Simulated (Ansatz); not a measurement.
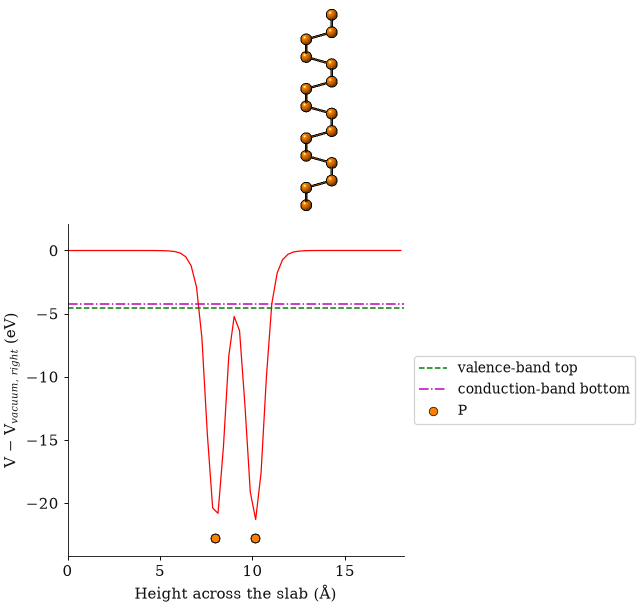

Plane-averaged electrostatic potential energy of an electron across the slab; circles at the bottom mark the heights of the atoms (positions after relaxation). The structure is drawn too.

This input was run:

```
crystal:
  lattice:
    - [6.645048517, 0.0, 0.0]
    - [0.0, 8.3337250862, 0.0]
    - [0.0, 0.0, 18.1683548588]
  atoms:
    - { symbol: P, position: [0.25, 0.4640485946, 0.4403260539] }
    - { symbol: P, position: [0.25, 0.9640485946, 0.4403260539] }
    - { symbol: P, position: [0.75, 0.4640485946, 0.4403260539] }
    - { symbol: P, position: [0.75, 0.9640485946, 0.4403260539] }
    - { symbol: P, position: [0.5, 0.2859514054, 0.4403260539] }
    - { symbol: P, position: [0.5, 0.7859514054, 0.4403260539] }
    - { symbol: P, position: [0.0, 0.2859514054, 0.4403260539] }
    - { symbol: P, position: [0.0, 0.7859514054, 0.4403260539] }
    - { symbol: P, position: [0.75, 0.0359514054, 0.5596739461] }
    - { symbol: P, position: [0.75, 0.5359514054, 0.5596739461] }
    - { symbol: P, position: [0.25, 0.0359514054, 0.5596739461] }
    - { symbol: P, position: [0.25, 0.5359514054, 0.5596739461] }
    - { symbol: P, position: [0.5, 0.2140485946, 0.5596739461] }
    - { symbol: P, position: [0.5, 0.7140485946, 0.5596739461] }
    - { symbol: P, position: [0.0, 0.2140485946, 0.5596739461] }
    - { symbol: P, position: [0.0, 0.7140485946, 0.5596739461] }
basis:
  ecutwfc: 420
kpoints:
  mp_grid: { grid: [3, 3, 1] }
hamiltonian:
  xc: pbe
  dispersion: d3bj
scf:
  occupations: { method: gaussian, width: 0.1 }
output:
  forces: true
  eigenvalues: true
  write_density: true
  write_potential: true
  elf: true
  volumetric_format: npy
relax:
  adjacent_minimum: "off"
  f_tol: 0.03
  max_steps: 70
  constraints: [{ sites: [0, 1, 2, 3, 4, 5, 6, 7] }]
efield:
  axis: 3
  dipole_correction: true
  ramp_width: 0.04
```

Command:
```bash
ansatz run input.yaml --threads 4 --pin off --max-ram 10240MiB --backend cpu --events-out ev --progress --plain --runs-dir out
```

### What are the ionisation potential and the electron affinity of the slab?

From the vacuum level at the right face the ionisation potential is 4.54 eV and the electron affinity 4.23 eV; the left face gives the same. The slab's gap, their difference before rounding, is 0.31 eV. The two vacuum levels agree, so the slab has no net dipole along its normal.

### How thick are slab and vacuum?

The outermost atoms are 2.2 Å apart, which leaves 16.0 Å of vacuum in a cell 18.2 Å high.
